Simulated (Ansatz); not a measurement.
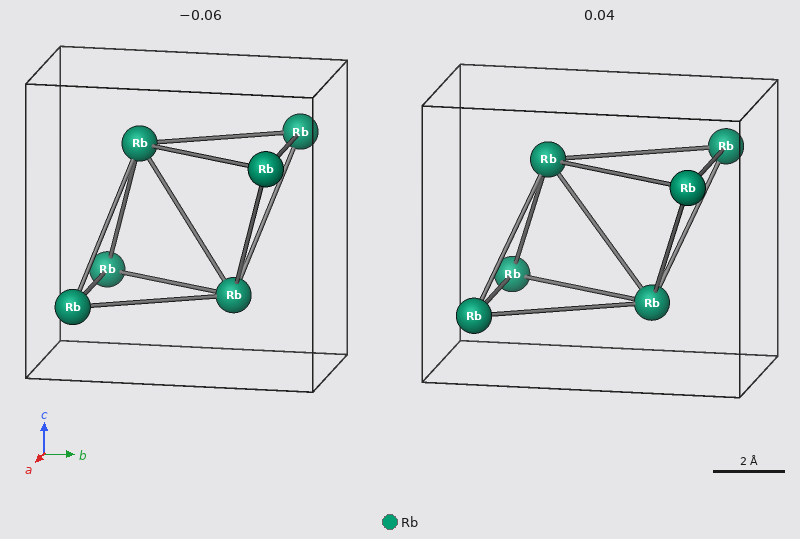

Crystalline Rb (set up in Cmcm), under biaxial strain in the a–b plane (c and atoms relaxed), with energies (extrapolated to zero smearing) counted from the relaxed crystal, which is the row at zero. The picture shows the first and the last member. A ball-and-stick model of the cell of the calculation, seen slightly off an axis.

Computed with Ansatz 0.2.0: DFT PBE, scalar-relativistic, plane waves, PAW. Set-up: plane-wave cutoff 420 eV; k-point mesh 8 × 6 × 6; occupations gaussian; smearing width 0.1 eV; no spin polarisation; force threshold 0.008 eV/Å.

```json
{"strain": "−0.06", "energy (meV/atom)": "15.98", "a (Å)": "4.725", "b (Å)": "8.277", "c (Å)": "8.534"}
{"strain": "−0.04", "energy (meV/atom)": "7.45", "a (Å)": "4.826", "b (Å)": "8.453", "c (Å)": "8.407"}
{"strain": "−0.02", "energy (meV/atom)": "?", "a (Å)": "?", "b (Å)": "?", "c (Å)": "?"}
{"strain": "0.0", "energy (meV/atom)": "0.00", "a (Å)": "5.027", "b (Å)": "8.806", "c (Å)": "8.210"}
{"strain": "0.02", "energy (meV/atom)": "0.50", "a (Å)": "5.128", "b (Å)": "8.982", "c (Å)": "8.111"}
{"strain": "0.04", "energy (meV/atom)": "3.19", "a (Å)": "5.228", "b (Å)": "9.158", "c (Å)": "8.012"}
```

Q: Estimate the missing row from the others, and compare with the calculation.

A: A parabola through three neighbouring rows (−0.06, −0.04, 0.0) gives, with Lagrange weights, (−0.3333)(15.98) + (1.0000)(7.45) + (0.3333)(0.00) = 2.12 meV/atom. The calculation gives 2.23 meV/atom (a = 4.926 Å, b = 8.630 Å, c = 8.308 Å). The estimate is 0.11 meV/atom too low. From the first member to the last: Rb–Rb 4.766 → 5.273 Å, Rb–Rb 4.725 → 5.228 Å, Rb–Rb 5.054 → 5.000 Å.

The whole series:

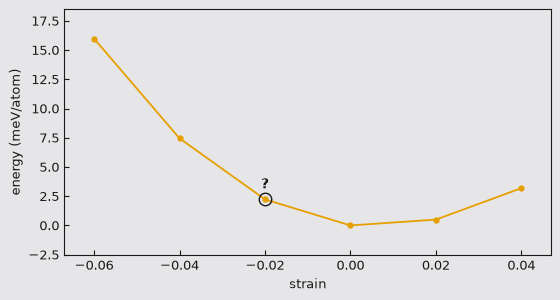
